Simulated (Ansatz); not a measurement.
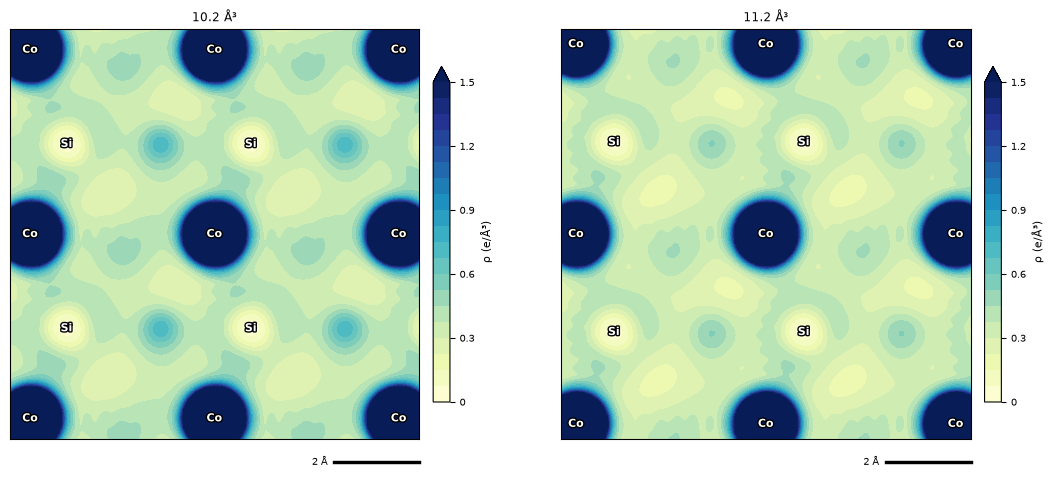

CoSi. The valence pseudo-density of cells scaled evenly to different volumes (given per atom above each panel), on the (100) plane of each (indices in the axes of the cell below), at one length scale and on one colour scale.

Computed without spin polarisation.

Level of theory: DFT r2SCAN, scalar-relativistic, plane waves, PAW (Ansatz).

In a PAW calculation such maps are meaningful between the atoms, not at the nuclei.

The largest cell:

```yaml
crystal:
  lattice:
    - [4.46902, 0.00000, 0.00000]
    - [0.00000, 4.46902, 0.00000]
    - [0.00000, 0.00000, 4.46902]
  atoms:
    - { symbol: Co, position: [0.14300, 0.14300, 0.14300] }
    - { symbol: Co, position: [0.35700, 0.85700, 0.64300] }
    - { symbol: Co, position: [0.64300, 0.35700, 0.85700] }
    - { symbol: Co, position: [0.85700, 0.64300, 0.35700] }
    - { symbol: Si, position: [0.84275, 0.84275, 0.84275] }
    - { symbol: Si, position: [0.65725, 0.15725, 0.34275] }
    - { symbol: Si, position: [0.34275, 0.65725, 0.15725] }
    - { symbol: Si, position: [0.15725, 0.34275, 0.65725] }
```

| volume (Å³/atom) | Co–Si contact in the plane (Å) | ρ at its midpoint (e/Å³) | pressure (GPa) | 
| --- | --- | --- | --- |
| 10.21 | 2.294 | 0.503 | 8.0 | 
| 10.53 | 2.314 | ? | ? | 
| 11.16 | 2.348 | 0.458 | −12.4 | 

Question: Estimate the missing row, and compare with the calculation.

Answer: Over the known rows ln ρ falls by 1.74 per Å of Co–Si distance (the line through the two), which gives 0.486 e/Å³ at 2.314 Å; the calculation gives 0.487 e/Å³. For the pressure, a straight line in volume between the neighbouring rows gives 1.1 GPa; the calculation gives 0.0, lower because pressure rises ever faster on compression.
